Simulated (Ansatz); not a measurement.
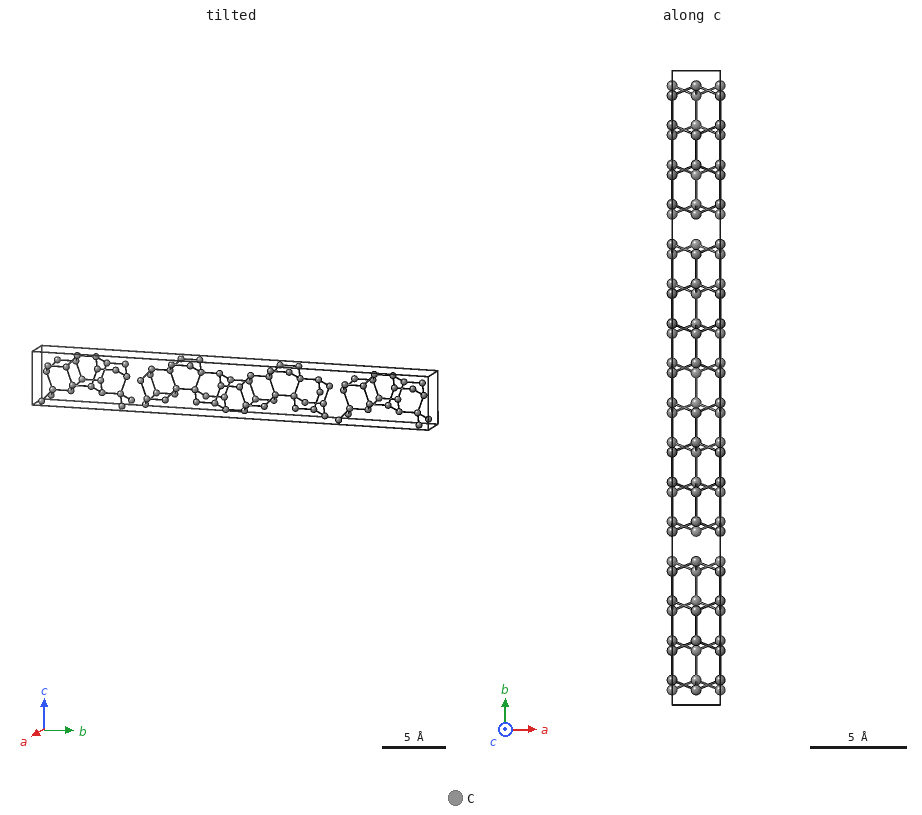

The image is a ball-and-stick drawing of a crystal, viewed slightly off an axis and along the c axis. The edges of the conventional unit cell are marked. Cell: a = 2.510 Å, b = 33.121 Å, c = 4.347 Å, α = 90.00°, β = 90.00°, γ = 90.00°.

The element is carbon. The lattice is face-centred orthorhombic and the space group Fmm2 (No. 42). The cell holds 64 atoms. Counting atoms within bonding range gives coordination numbers of C 3 to 4 (mean 3.9). The bonds build C layers parallel to (010).

It goes back to an entry, possibly a prediction, of the Crystallography Open Database. The cell was then strained or its atoms displaced on purpose. Ansatz was used for an electronic-structure calculation on it.

At this level of theory the run's own cell isn't at rest (forces up to 3.6 eV/Å), so its distances can differ from those at equilibrium, the more so the softer the solid.
